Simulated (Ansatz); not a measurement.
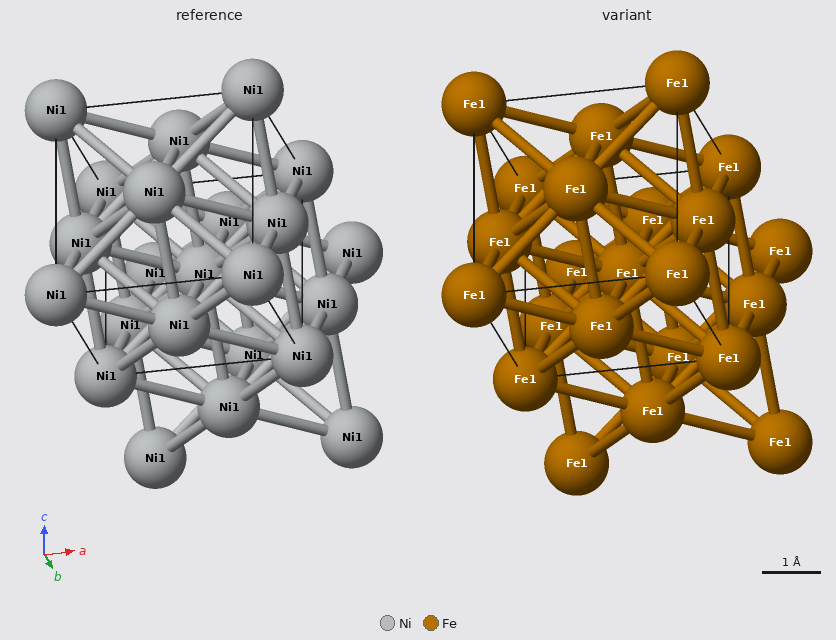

Left: crystalline Ni (set up in Fm-3m). Right: the same structure after one change, at the same scale. The picture is a ball-and-stick view of the conventional cell (4 times the calculation's cell), repeated 1 × 2 × 1 with one cell outlined, seen from a free direction. Lengths and directions refer to the drawn axes.

Method: Ansatz, DFT PBE, scalar-relativistic, plane waves, PAW. Settings: plane-wave cutoff 420 eV; k-point mesh 20 × 20 × 20; occupations gaussian; smearing width 0.1 eV; collinear spin.

What distinguishes the right structure from the left one?

Every nickel atom is replaced by iron, which gives Fe. Cell and atoms are relaxed again (to zero pressure within 0.1 GPa, forces under 0.01 eV/Å).

And its effect?

The volume per atom goes from 10.89 to 12.06 Å³. Cell: a = b = c 3.519 → 3.640 Å (+3.5 %). Volume +10.7 %. The space group stays Fm-3m (No. 225). The absolute magnetisation per cell goes from 0.73 to 2.71 μB (net moment 0.64 and 2.60 μB). Both are metals.
